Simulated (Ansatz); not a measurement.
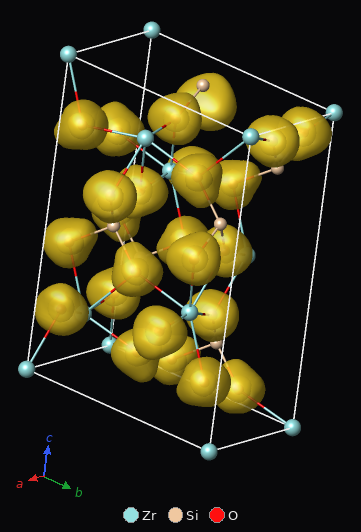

The picture shows: Zr₆Si₆O₂₃ (cell with a defect). Isosurface of the electron localisation function at 0.75 (yellow), seen slightly off an axis. Only the valence region is drawn (cores and ρ < 0.01 e/Å³ removed). Sticks mark near contacts.

The program warned that a starting moment wasn't kept; spin-polarised, but the moments vanished.

These are results of Ansatz, DFT PBE, scalar-relativistic, plane waves, PAW, not measurements.

In a PAW calculation such maps are meaningful between the atoms, not at the nuclei.

> Describe the localisation domains.

The ELF exceeds this value in 23 regions on O in which the atom's valence shell and bonds are merged and one region wrapped around Si (its valence shell), counted in one cell of 35 atoms. Any copies at cell faces, edges or corners count once. Along the contacts the grid gives the following. Si–O (1.63 Å): the ELF peaks at about 0.85 between the atoms: a shared but strongly polarised pair. Zr–O (2.13 Å): the ELF peaks at about 0.85 in the valence shell of O, 0.6 Å from its nucleus, and drops to about 0.20 between the two atoms: no shared electron pair shows on this line.

> Does the calculation give a band gap?

It is gapped, with a Kohn–Sham gap of 2.6 eV on the k-point mesh (the band edges may lie off the mesh, which would make the gap smaller).
